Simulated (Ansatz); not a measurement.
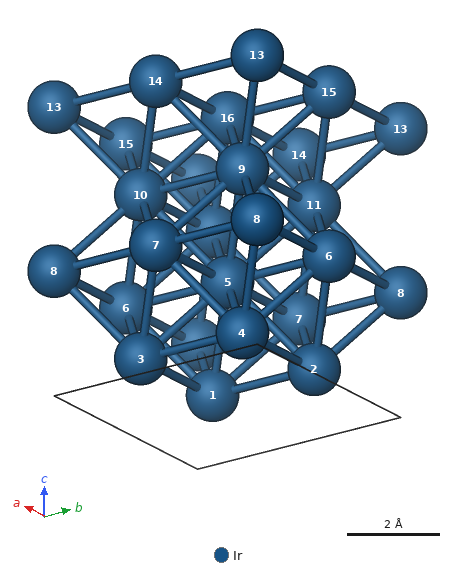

This is the input geometry for a constrained relaxation of a slab of composition Ir (cut from the Fm-3m phase). A ball-and-stick model of the cell of the calculation, outlined in the plane, without the vacuum, seen from a free direction.

Case: clean slab, lower planes held. The slab is the (1 0 0) face of Ir. 8 atoms are held fixed.

Computed with DFT PBE+D3(BJ), scalar-relativistic, plane waves, PAW (Ansatz).

Input
```yaml
crystal:
  lattice:
    - [5.4313155572, 0.0, 0.0]
    - [0.0, 5.4313155572, 0.0]
    - [0.0, 0.0, 21.7607800919]
  atoms:
    - { symbol: Ir, position: [0.25, 0.25, 0.3676338792] }
    - { symbol: Ir, position: [0.25, 0.75, 0.3676338792] }
    - { symbol: Ir, position: [0.75, 0.25, 0.3676338792] }
    - { symbol: Ir, position: [0.75, 0.75, 0.3676338792] }
    - { symbol: Ir, position: [0.5, 0.5, 0.4558779597] }
    - { symbol: Ir, position: [0.5, 0.0, 0.4558779597] }
    - { symbol: Ir, position: [0.0, 0.5, 0.4558779597] }
    - { symbol: Ir, position: [0.0, 0.0, 0.4558779597] }
    - { symbol: Ir, position: [0.75, 0.75, 0.5441220403] }
    - { symbol: Ir, position: [0.75, 0.25, 0.5441220403] }
    - { symbol: Ir, position: [0.25, 0.75, 0.5441220403] }
    - { symbol: Ir, position: [0.25, 0.25, 0.5441220403] }
    - { symbol: Ir, position: [0.0, 0.0, 0.6323661208] }
    - { symbol: Ir, position: [0.0, 0.5, 0.6323661208] }
    - { symbol: Ir, position: [0.5, 0.0, 0.6323661208] }
    - { symbol: Ir, position: [0.5, 0.5, 0.6323661208] }
basis:
  ecutwfc: 420
kpoints:
  mp_grid: { grid: [4, 4, 1] }
hamiltonian:
  xc: pbe
  dispersion: d3bj
scf:
  occupations: { method: gaussian, width: 0.1 }
output:
  forces: true
  eigenvalues: true
  write_density: true
  write_potential: true
  elf: true
  volumetric_format: npy
relax:
  adjacent_minimum: "off"
  f_tol: 0.03
  max_steps: 70
  constraints: [{ sites: [0, 1, 2, 3, 4, 5, 6, 7] }]
efield:
  axis: 3
  dipole_correction: true
  ramp_width: 0.04
```

Launched with:
```bash
ansatz run input.yaml --threads 4 --pin off --max-ram 10240MiB --backend cpu --events-out ev --progress --plain --runs-dir out
```

Where does the constrained relaxation end?

The largest moves, 0.052 Å, are those of Ir13, Ir14, Ir15 and Ir16. Ir13 goes along the normal (−c). The cell doesn't change. Near-neighbour distances that change, for instance: Ir10–Ir13 2.716 → 2.665 Å, Ir5–Ir10 2.716 → 2.730 Å. After 2 accepted moves (3 points after the start) the energy has fallen by 0.107 eV per cell of the calculation. Largest force component: 0.74 eV/Å at the start, 0.0042 eV/Å at the end. The line search rejected the trial step at point 1 of the run.

Step by step:

| step | E − E(0), meV/atom | largest force component, eV/Å | note |
| --- | --- | --- | --- |
| 0 | 0.00 | 0.7403 |  |
| 1 | 3.89 | 1.0773 | rejected |
| 2 | -6.61 | 0.1090 |  |
| 3 | -6.71 | 0.0042 |  |

After the run, drawn alike:

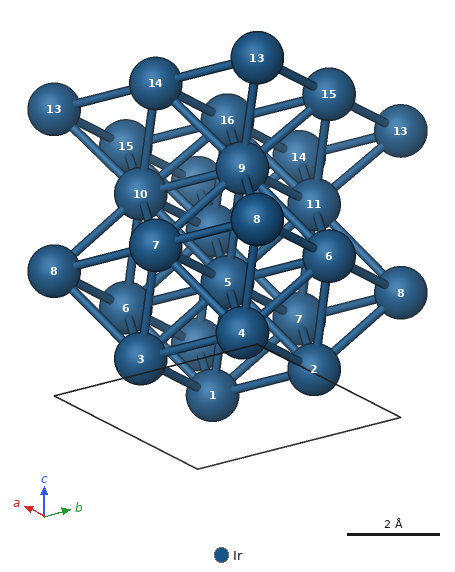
